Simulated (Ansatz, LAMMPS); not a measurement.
# Gap against volume in glassy 68SiO2-14MgO-11ZnO-7BaO (mol %) (75 atoms)

Density of this cell: 3.07 g/cm³. The cell holds 75 atoms: 19 Si, 4 Mg, 3 Zn, 2 Ba and 47 O. Its edges and angles: a = 9.999 Å, b = 10.129 Å, c = 9.916 Å, α = 90.0°, β = 88.2°, γ = 90.8°. The starting structure: 75 atoms (19 Si, 4 Mg, 3 Zn, 2 Ba, 47 O) placed at random at 3.15 g/cm³, melted at 4000 K for 10 ps at fixed volume with the Morse and Coulomb pair potential with partial charges (Pedone, Malavasi, Menziani, Cormack and Segre, J. Phys. Chem. B 110, 11780 (2006)). Quenched from 4000 K to 300 K at 25 K/ps and fixed volume, held 5 ps, then minimised at fixed cell.

Calculated with Ansatz 0.2.0: Kohn-Sham DFT, PBE, PAW (set soft_2), plane waves; cutoff 420 eV, Γ point, fixed occupations. The relaxed cell was scaled evenly and the atoms were relaxed at each volume. The gap is that between the highest filled and the lowest empty Kohn-Sham level on the run's k-points.

| volume (Å³/atom) | gap (eV) |
| --- | --- |
| 12.045 | 4.137 |
| 12.581 | 4.022 |
| 12.982 | ? |
| 13.384 | 3.742 |
| 13.785 | 3.629 |
| 14.187 | 3.716 |

Task: Fit a straight line in ln V to the rows given and interpolate to the withheld row.

**Working.**

A volume deformation potential makes the spacing linear in u = ln(V/V0), with V0 = 13.384 Å³ the relaxed volume; v is the spacing.

| u = ln(V/V0) | v (eV) |
| --- | --- |
| -0.105361 | 4.1367 |
| -0.0618761 | 4.0218 |
| 0 | 3.742 |
| 0.0295594 | 3.6291 |
| 0.0582692 | 3.7156 |

With n = 5: mean u = -0.0158817, mean v = 3.84904, Σ(u − ū)² = 0.017937, Σ(u − ū)(v − v̄) = -0.055275. Slope b = -0.055275 / 0.017937 = -3.0815; intercept a = v̄ − b ū = 3.8001.

At the withheld volume u = -0.03046, and v = a + b u.

Prediction at 12.982: 3.894 eV. The run gave 3.854 eV, so the fit is high by 0.040 eV (1.0 % of the value).

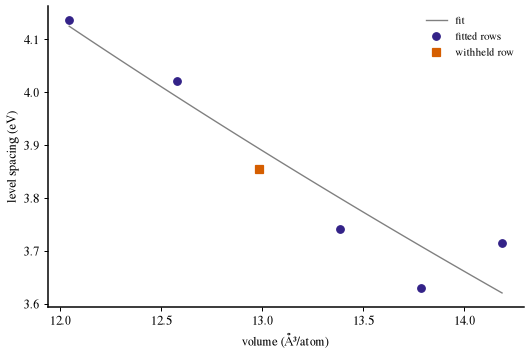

The fit, the rows that it rests on and the withheld row.

The rows follow a line only loosely (correlation 0.94 in size over all rows, under the 0.97 asked here), so the slope of -3.08 eV is a mean trend and no deformation potential. Among the rows given, the largest miss of the fit is at 14.187, by 0.095 eV (19 % of the range of the table).

Limits: The table spans 16 % in volume, wide for a linear law. Semilocal functionals tend to put gaps under measured ones. Only the Γ point is sampled. Atoms move by up to 1.3 Å in these relaxations, so the structure changes along the series. Defect or tail levels can set the spacing of a disordered cell. Spin–orbit coupling is left out, which matters for the levels of the heavy elements.

[Hosts, paths, dates, database ids (printed as entryN), source tags and the programs' standing remarks are cut or masked in the printed files.]
